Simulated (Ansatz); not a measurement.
**Geometry relaxation, with input and output: Si3N4 (part 1 of 2)**

- system: Si3N4 (14 atoms in the cell)
- method: DFT PBE+D3(BJ), scalar-relativistic, plane waves, PAW, no spin polarisation (Ansatz 0.2.0)

The structure derives from an entry of the Crystallography Open Database. Figures and captions count atoms from 1; the log counts them from 0 in places.

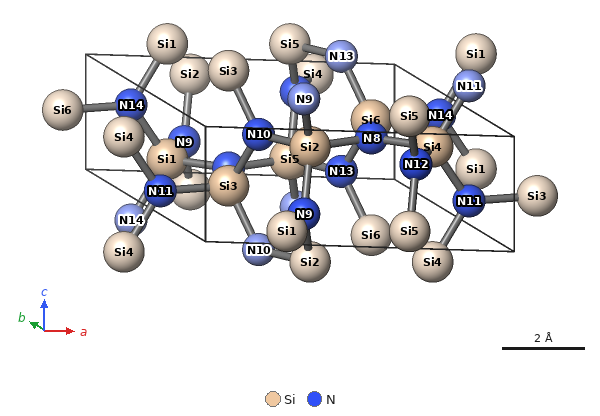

Figure 1. The structure as given in the input (ball-and-stick view of the cell of the calculation, seen slightly off an axis; neighbours outside the cell are drawn fainter; atoms are numbered from 1 in the order of the input). Near neighbours in the crystal (not all of them lie inside the picture): Si has 4 N at 1.73 to 1.74 Å; N has 3 Si at 1.73 to 1.74 Å.

### Key numbers

- outcome: converged
- space group (tolerance 0.01 Å): P6₃/m (176)
- electrons treated: 64
- free energy: −6905.3599 eV
- Fermi energy: 10.377 eV
- gap on the k-point mesh: 4.33 eV
- pressure: 0.00 GPa
- final volume: 146.37 Å³
- largest force (length of the vector) at the end: 0.001 eV/Å
- final cell: a = 7.619 Å, b = 7.619 Å, c = 2.911 Å, α = 90.00°, β = 90.00°, γ = 120.00°
- hardware: 4 threads of AMD EPYC 7571, 32 GiB of memory available, shared host
- wall time: 37 s (CPU time 2.4 min)
- peak memory: 0.71 GiB

### Input file
```yaml
crystal:
  lattice:
    - [7.6190526559, 0.0, 0.0]
    - [-3.8095263279, 6.5982931528, 0.0]
    - [0.0, 0.0, 2.9113636778]
  atoms:
    - { symbol: Si, position: [0.1741197448, 0.7679185576, 0.25] }
    - { symbol: Si, position: [0.4062011872, 0.1741197448, 0.75] }
    - { symbol: Si, position: [0.2320814424, 0.4062011872, 0.25] }
    - { symbol: Si, position: [0.8258802552, 0.2320814424, 0.75] }
    - { symbol: Si, position: [0.5937988128, 0.8258802552, 0.25] }
    - { symbol: Si, position: [0.7679185576, 0.5937988128, 0.75] }
    - { symbol: "N", position: [0.3333333333, 0.6666666667, 0.25] }
    - { symbol: "N", position: [0.6666666667, 0.3333333333, 0.75] }
    - { symbol: "N", position: [0.3299556009, 0.0299427574, 0.25] }
    - { symbol: "N", position: [0.3000128435, 0.3299556009, 0.75] }
    - { symbol: "N", position: [0.9700572426, 0.3000128435, 0.25] }
    - { symbol: "N", position: [0.6700443991, 0.9700572426, 0.75] }
    - { symbol: "N", position: [0.6999871565, 0.6700443991, 0.25] }
    - { symbol: "N", position: [0.0299427574, 0.6999871565, 0.75] }
basis:
  ecutwfc: 420
kpoints:
  mp_grid: { grid: [6, 6, 8] }
hamiltonian:
  xc: pbe
  dispersion: d3bj
scf:
  occupations: { method: gaussian, width: 0.02 }
output:
  forces: true
  stress: true
  eigenvalues: true
relax:
  adjacent_minimum: "off"
  f_tol: 0.005
  max_steps: 80
  cell: { stress_tol: 0.05 }
```

Launch command:
```bash
ansatz run input.yaml --threads 4 --pin off --max-ram 10240MiB --backend cpu --events-out ev --progress --plain --runs-dir out
```

### Log
```
Engine: ansatz 0.2.0, x86_64-unknown-linux-gnu
Pseudopotentials: kind: paw
Pseudopotential: Si, paw, valence charge 4, recommended cutoff 420 eV (normal), Si.paw.azcp
Pseudopotential: N, paw, valence charge 5, recommended cutoff 420 eV (normal), N.paw.azcp
Functional definition: PBE
  parameter kappa = 0.804
  parameter beta = 0.06672455060314922
  exchange = pbe_x(kappa = kappa, mu = beta*pi^2/3)
  correlation = pbe_c(beta = beta)
Crystal: 14 atoms, lattice volume = 146.362 Å³
Basis set: ecut = 420 eV, 2859 PW (Γ), exchange–correlation on 108×108×40 points (8 copies of the dense FFT grid, shifted against one another)
Bands: 46, of which v1, the nominal top of the filled ones, is band 32 counted from 1 (31 counted from 0)
Symmetry: 12 space group operations
Space group: P63/m (ITA 176), of the structure as read, at distance tolerance 5.3e-5 Å
k-points: 40 of 288
Non-local potential: Si, projectors of the file, l = 0: 2, l = 1: 2, l = 2: 2
Non-local potential: N, projectors of the file, l = 0: 2, l = 1: 2, l = 2: 1
PAW form: soft (Blöchl's): semilocal exchange-correlation on the pseudo side does not see the compensation charge
PAW one-centre angular grid: Si, 110 points (default); XC on 64 Gauss nodes
PAW one-centre angular grid: N, 110 points (default); XC on 64 Gauss nodes
Initial density: superposition of atomic densities (neutral atoms: chi_scale 0, normalization atom), corrected by the library's trained network
Initial wavefunctions: pseudopotential atomic-orbital guess
Functional: x = pbe(κ = 0.804, μ = 0.2195149727645171), c = pbe(β = 0.06672455060314922)
SCF iter   1: F=—  HF=-6905.356721 eV  |F-HF|=—  |Δ(HF+E_count)|=         —  Δρ=1.51e-3  dr2=1.06e-3  ethr=1.77e-3  ⟨swp⟩=7.2  Hψ=9500  notcnv=0  defer=26
preconditioner: auto → Resta (q_TF=auto, 2.377 Å⁻¹)  ε∞=3.9  [insulator: Δε(μ)=4.329 eV  Ē_g=14.305 eV  σ=0.020 eV  W_gap=1.00  n_scr=32 (ndim 8)  ℏωp=24.6 eV  f_vac=0.035  D(μ)=0.00/eV (n_scr^D=0)  ε∞_Penn≈3.9]
SCF iter   2: F=—  HF=-6905.359081 eV  |F-HF|=—  |Δ(HF+E_count)|=   2.36e-3  Δρ=8.42e-4  dr2=3.96e-4  ethr=1.66e-6  ⟨swp⟩=3.0  Hψ=4147  notcnv=0  defer=290
SCF iter   3: F=—  HF=-6905.359892 eV  |F-HF|=—  |Δ(HF+E_count)|=   8.11e-4  Δρ=1.67e-4  dr2=3.00e-5  ethr=6.19e-7  ⟨swp⟩=2.0  Hψ=2941  notcnv=0  defer=290
SCF iter   4: F=—  HF=-6905.359872 eV  |F-HF|=—  |Δ(HF+E_count)|=   2.03e-5  Δρ=6.01e-5  dr2=4.86e-6  ethr=4.69e-8  ⟨swp⟩=2.0  Hψ=2469  notcnv=0  defer=290
SCF iter   5: F=—  HF=-6905.359875 eV  |F-HF|=—  |Δ(HF+E_count)|=   3.81e-6  Δρ=2.87e-5  dr2=1.50e-6  ethr=7.59e-9  ⟨swp⟩=2.0  Hψ=2510  notcnv=0  defer=290
SCF iter   6: F=—  HF=-6905.359877 eV  |F-HF|=—  |Δ(HF+E_count)|=   1.22e-6  Δρ=7.90e-6  dr2=1.26e-7  ethr=2.35e-9  ⟨swp⟩=2.3  Hψ=2682  notcnv=0  defer=290
SCF iter   7: F=-6905.359877 eV  HF=-6905.359877 eV  |F-HF|=1.44e-8  |Δ(HF+E_count)|=   1.46e-7  Δρ=6.17e-6  dr2=4.41e-8  ethr=1.56e-10  ⟨swp⟩=13.8  Hψ=9424  notcnv=0
SCF 1 converged in 7 iterations: F = -6905.359877 eV  dr2 = 4.41e-8
  greatest PAW one-centre occupation: 0.791 electrons in one spin orbital (limit 2), on the N atom at site 7 (counted from 0), in its partial waves of l = 0
relax step   1: F+E_penalty+E_count = -6905.35987681 eV  Δ(F+E_penalty+E_count) = +0.000e0 eV  max|allowed force component| = 1.059e-2 eV/Å  Δτ_max = 0.0000 Å  P = +0.014 GPa  Ω = 146.362 Å³  (7 SCF iters, dr2 threshold 1.00e-7 eV, accepted)
Crystal: 14 atoms, lattice volume = 146.364 Å³
Initial density: handed on by an earlier stage of this run
Initial wavefunctions: those handed on with the density
iter 1 solved again at ethr=3.60e-9 eV; its pass at ethr=3.10e-3 eV (dr2=2.31e-6 eV) is discarded
SCF iter   1: F=—  HF=-6905.359918 eV  |F-HF|=—  |Δ(HF+E_count)|=         —  Δρ=4.64e-5  dr2=2.20e-6  ethr=3.60e-9  ⟨swp⟩=3.2  Hψ=6943  notcnv=0
preconditioner: auto → Resta (q_TF=auto, 2.377 Å⁻¹)  ε∞=3.9  [insulator: Δε(μ)=4.329 eV  Ē_g=14.304 eV  σ=0.020 eV  W_gap=1.00  n_scr=32 (ndim 8)  ℏωp=24.6 eV  f_vac=0.037  D(μ)=0.00/eV (n_scr^D=0)  ε∞_Penn≈3.9]
SCF iter   2: F=—  HF=-6905.359882 eV  |F-HF|=—  |Δ(HF+E_count)|=   3.65e-5  Δρ=2.51e-5  dr2=6.47e-7  ethr=3.44e-9  ⟨swp⟩=2.1  Hψ=2858  notcnv=0
SCF iter   3: F=—  HF=-6905.359881 eV  |F-HF|=—  |Δ(HF+E_count)|=   1.24e-7  Δρ=5.97e-6  dr2=3.91e-8  ethr=1.01e-9  ⟨swp⟩=2.7  Hψ=3164  notcnv=0
SCF iter   4: F=-6905.359881 eV  HF=-6905.359881 eV  |F-HF|=2.73e-11  |Δ(HF+E_count)|=   5.71e-9  Δρ=1.54e-6  dr2=2.57e-9  ethr=1.09e-11  ⟨swp⟩=7.5  Hψ=7785  notcnv=0
SCF 2 converged in 4 iterations: F = -6905.359881 eV  dr2 = 2.57e-9
relax step   2: F+E_penalty+E_count = -6905.35988145 eV  Δ(F+E_penalty+E_count) = -4.643e-6 eV  max|allowed force component| = 5.293e-3 eV/Å  Δτ_max = 0.0003 Å  P = +0.008 GPa  Ω = 146.364 Å³  energy of the carried Pulay correction = -4.074e-6 eV  (4 SCF iters, dr2 threshold 7.00e-9 eV, accepted)
Crystal: 14 atoms, lattice volume = 146.367 Å³
iter 1 solved again at ethr=2.87e-9 eV; its pass at ethr=3.10e-3 eV (dr2=1.84e-6 eV) is discarded
SCF iter   1: F=—  HF=-6905.359910 eV  |F-HF|=—  |Δ(HF+E_count)|=         —  Δρ=4.32e-5  dr2=1.81e-6  ethr=2.87e-9  ⟨swp⟩=3.4  Hψ=7327  notcnv=0
SCF iter   2: F=—  HF=-6905.359876 eV  |F-HF|=—  |Δ(HF+E_count)|=   3.40e-5  Δρ=2.18e-5  dr2=4.54e-7  ethr=2.82e-9  ⟨swp⟩=2.1  Hψ=2942  notcnv=0
SCF iter   3: F=—  HF=-6905.359876 eV  |F-HF|=—  |Δ(HF+E_count)|=   6.07e-8  Δρ=7.09e-6  dr2=5.43e-8  ethr=7.09e-10  ⟨swp⟩=2.0  Hψ=3018  notcnv=0
SCF iter   4: F=—  HF=-6905.359876 eV  |F-HF|=—  |Δ(HF+E_count)|=   5.64e-9  Δρ=1.37e-6  dr2=3.27e-9  ethr=8.48e-11  ⟨swp⟩=2.5  Hψ=2942  notcnv=0
SCF iter   5: F=-6905.359876 eV  HF=-6905.359876 eV  |F-HF|=1.60e-10  |Δ(HF+E_count)|=  9.67e-10  Δρ=5.24e-7  dr2=4.51e-10  ethr=2.74e-12  ⟨swp⟩=5.5  Hψ=6246  notcnv=0
SCF 3 converged in 5 iterations: F = -6905.359876 eV  dr2 = 4.51e-10
relax step   3: F+E_penalty+E_count = -6905.35987584 eV  Δ(F+E_penalty+E_count) = +5.606e-6 eV  max|allowed force component| = 7.288e-4 eV/Å  Δτ_max = 0.0003 Å  P = -0.000 GPa  Ω = 146.367 Å³  energy of the carried Pulay correction = -1.269e-5 eV  (5 SCF iters, dr2 threshold 1.75e-9 eV, accepted)
Initial wavefunctions: pseudopotential atomic-orbital guess (no wavefunctions were taken with the density)
iter 1 solved again at ethr=1.96e-7 eV; its pass at ethr=3.10e-3 eV (dr2=1.26e-4 eV) is discarded
SCF iter   1: F=—  HF=-6905.359922 eV  |F-HF|=—  |Δ(HF+E_count)|=         —  Δρ=3.60e-6  dr2=7.04e-9  ethr=1.96e-7  ⟨swp⟩=4.5  Hψ=15488  notcnv=0
eigensolver tolerance schedule: the retry pair's looser diagonalisation over-reported the residual by 17823.82 of it (diagonalisation noise at an unbounded share of the residual, at the tolerance the schedule requests for it); recorded, not acted on — ethr = c·dr2/N_el stays at c = 1.0e-1
preconditioner: auto → Resta (q_TF=auto, 2.377 Å⁻¹)  ε∞=3.9  [insulator: Δε(μ)=4.330 eV  Ē_g=14.304 eV  σ=0.020 eV  W_gap=1.00  n_scr=32 (ndim 8)  ℏωp=24.6 eV  f_vac=0.037  D(μ)=0.00/eV (n_scr^D=0)  ε∞_Penn≈3.9]
SCF iter   2: F=—  HF=-6905.359889 eV  |F-HF|=—  |Δ(HF+E_count)|=   3.34e-5  Δρ=1.75e-6  dr2=1.86e-9  ethr=1.10e-11  ⟨swp⟩=4.2  Hψ=4956  notcnv=0
SCF iter   3: F=—  HF=-6905.359889 eV  |F-HF|=—  |Δ(HF+E_count)|=  4.67e-10  Δρ=1.11e-6  dr2=6.90e-10  ethr=2.91e-12  ⟨swp⟩=1.8  Hψ=1998  notcnv=0
SCF iter   4: F=—  HF=-6905.359889 eV  |F-HF|=—  |Δ(HF+E_count)|=  4.91e-10  Δρ=5.05e-7  dr2=1.54e-10  ethr=1.08e-12  ⟨swp⟩=2.4  Hψ=2605  notcnv=0
SCF iter   5: F=-6905.359889 eV  HF=-6905.359889 eV  |F-HF|=1.82e-12  |Δ(HF+E_count)|=  1.40e-10  Δρ=7.45e-8  dr2=5.79e-12  ethr=1.00e-12  ⟨swp⟩=6.4  Hψ=6673  notcnv=0
SCF 4 converged in 5 iterations: F = -6905.359889 eV  dr2 = 5.79e-12
relax step   4: F+E_penalty+E_count = -6905.35988874 eV  Δ(F+E_penalty+E_count) = -1.289e-5 eV  max|allowed force component| = 7.343e-4 eV/Å  Δτ_max = 0.0000 Å  P = -0.000 GPa  Ω = 146.367 Å³  stress off target by 1.06e-2 GPa  SCF on the basis re-selected at this cell (its energy is not comparable with the rows above)  (5 SCF iters)
```

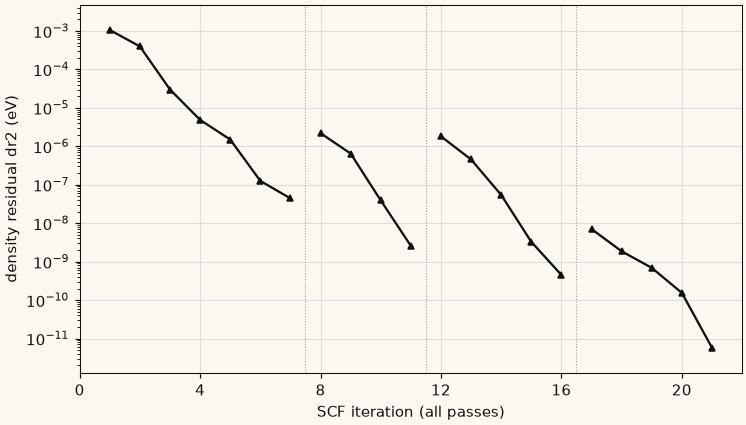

Figure 2. Convergence of the self-consistent field: density residual dr2 against the SCF iteration. The dotted lines part the SCF passes of the relaxation: geometry steps, rejected trials and re-solves on a re-selected basis. The passes take 7, 4, 5 and 5 iterations.

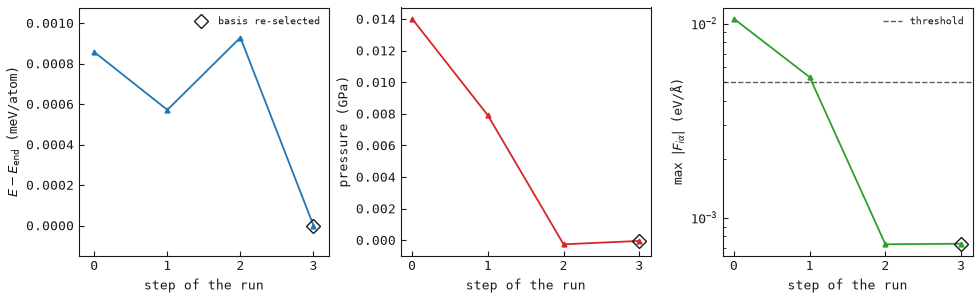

Figure 3. Progress of the relaxation, step by step (the first geometry is step 0 here and step 1 in the log). After 2 geometry steps the energy has risen by next to nothing (0.0 meV per atom). Largest force component: 0.011 eV/Å at the start, 0.00073 eV/Å at the end. The pressure goes from 0.01 to 0.00 GPa. No atom moves by more than 0.005 Å. The cell doesn't change. The space group stays P6_3/m (No. 176). A last SCF at the same geometry on a re-selected plane-wave basis shifts the energy by next to nothing (0.0 meV per atom). (Atoms are counted from 1 in the order of the input.)

```
basis re-selected at this cell: Δ(F+E_penalty+E_count) = -1.289e-5 eV, ΔP = +0.000 GPa vs the last step (what re-selecting the basis moved, of the pressure what is left beyond the Pulay correction that the steps carried, after the strain that the cell walked since its last selection, with what the two solves' SCF thresholds leave and, on support functions, any second-order correction that the steps lacked; it is no measure of the basis error at this ecutwfc). This SCF's stress stands 1.06e-2 GPa from its target on what of the cell is left free (relax.cell.stress_tol is 5.00e-2 GPa) and its largest allowed force component is 7.34e-4 eV/Å (relax.f_tol is 5.00e-3 eV/Å): within both
SCF converged after 5 iterations
Free energy (F): -6905.359889 eV
Harris-Foulkes:  -6905.359889 eV  (|F-HF|=1.82e-12)
Internal energy: -6905.359889 eV  (E = F + TS)
E sigma→0 (E₀):  -6905.359889 eV
Fermi energy:    10.376673 eV
```
